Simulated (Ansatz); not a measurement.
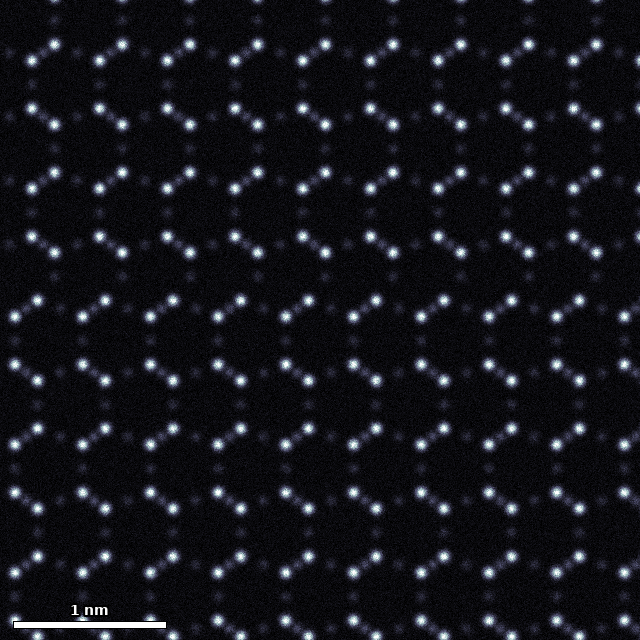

Z-contrast image of GaO2 (P6_3/mmc, No. 194) along [100]. Simulation: incoherent imaging, intensity Z^1.7 per atom, probe width 0.52 Å, thin sample. The display is stretched by a gamma of 0.8; percentages refer to the linear signal. Shot noise was added.

One planar defect was built into the perfect crystal by geometry alone, without relaxation. Host structure: coordinates from a relaxation (final pressure about 62 GPa) with DFT, PAW plane waves, r2scan in Ansatz 0.2.0; the starting structure was generated, so it need not be a known form of this composition.

### Find the planar defect and say what kind it is.

A planar fault (a stacking fault or antiphase boundary) runs horizontally about 19 Å below the top edge. The part above it is shifted along the boundary by 1/4 of the 4.47 Å repeat of the rows (1.1 Å to the right, the same as 3.4 Å to the left); both parts keep the same orientation.
